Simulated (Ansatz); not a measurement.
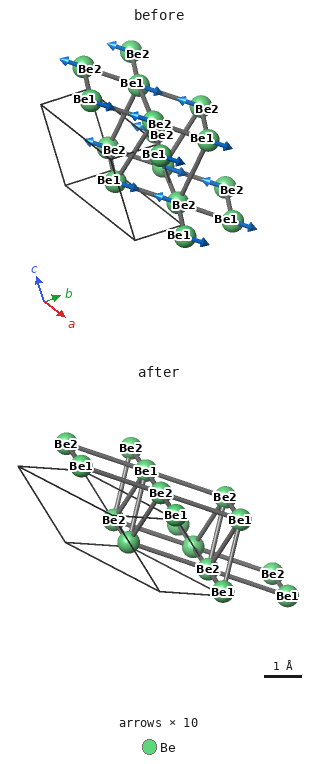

The structure of a crystal of Be (a generated structure, set up in Immm) (coarse preliminary run) before (top) and after (bottom) a relaxation, at one scale. The blue arrows give the displacements (the part carried along by the change of the cell is left out), 10 times their true length.

Style: ball-and-stick. Shown: the cell of the calculation, repeated 2 × 2 × 2 with one cell outlined, slightly off an axis.

These are results of DFT PBE, scalar-relativistic, plane waves, PAW (Ansatz), not measurements.

The input:
```yaml
crystal:
  lattice:
    - [-1.43500076, 1.78802011, 1.78954146]
    - [1.43500076, -1.78802011, 1.78954146]
    - [1.43500076, 1.78802011, -1.78954146]
  atoms:
    - { symbol: Be, position: [0.73440358, 0.23440358, 0.5] }
    - { symbol: Be, position: [0.26559642, 0.76559642, 0.5] }
basis:
  ecutwfc: 420
kpoints:
  mp_grid: { grid: [8, 8, 8] }
hamiltonian:
  xc: pbe
scf:
  occupations: { method: gaussian, width: 0.1 }
  lower_state_search: "off"
output:
  forces: true
  stress: true
  eigenvalues: true
relax:
  adjacent_minimum: "off"
  f_tol: 0.04
  max_steps: 70
  cell: { stress_tol: 0.4 }
```

Run as
```bash
ansatz run input.yaml --threads 1 --pin off --max-ram 2560MiB --backend cpu --events-out ev --progress --plain --runs-dir out
```

Q: Summarise the run.

A: The largest moves relative to the cell, 0.076 Å, are those of Be1 and Be2. Be1 goes along [1 1 0]. The volume changes by +5.3 %, with a = b = c 2.908 → 3.240 Å (+11.4 %), α 120.9° → 141.4°, β 104.1° → 109.8°, γ 104.1° → 83.1°. Among the contacts that change: Be1–Be2 1.678 → 2.425 Å, Be1–Be1 2.870 → 2.140 Å, Be1–Be2 (another image) 1.901 → 2.425 Å, Be1–Be2 (another image) 2.295 → 2.148 Å. Bond angles that change, for instance: Be2–Be1–Be2 102.3° → 120.3°, Be2–Be1–Be2 77.4° → 59.7°, Be2–Be1–Be2 174.4° → 180.0°. The space group (tolerance 0.01 Å) goes from Immm (No. 71) to Cmmm (No. 65). After 12 accepted moves (14 points after the start) the energy has fallen by 779 meV per atom. The largest force component goes from 3.1 to 0.00024 eV/Å. Pressure: 18.89 GPa at the start and 0.01 GPa at the end. At 2 points the geometry stayed and the basis and grid were re-selected for the new cell (energy shift of 3.9 meV per atom at most each time).
